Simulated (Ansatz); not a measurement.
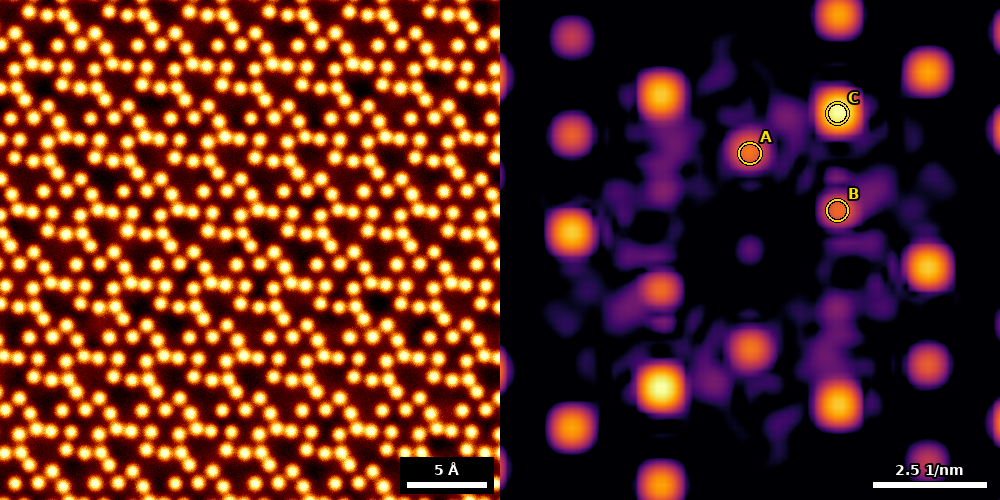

Z-contrast image of a crystal. Simulated incoherent Z contrast: every atom adds Z^1.7 spread by a probe of 0.67 Å full width; channelling and multiple scattering are left out. The probe carries 15 % of its weight in a tail 2.5 times as wide. The display is stretched by a gamma of 0.8; percentages refer to the linear signal. Shot noise and the speckle of an amorphous layer were added.

The right panel is the modulus of the image's Fourier transform on a logarithmic scale.

Q: Which lattice spacings do the marked spots stand for, and what angle do A and B enclose?

A: 4.6 Å, B: 4.6 Å, C: 2.8 Å; A and B enclose about 66°.

The crystal is Ge (P4_32_12, No. 96) along [111]; the spots are (0 -1 1), (-1 0 1) and (-1 -1 2). Structure used: a calculation's starting geometry.
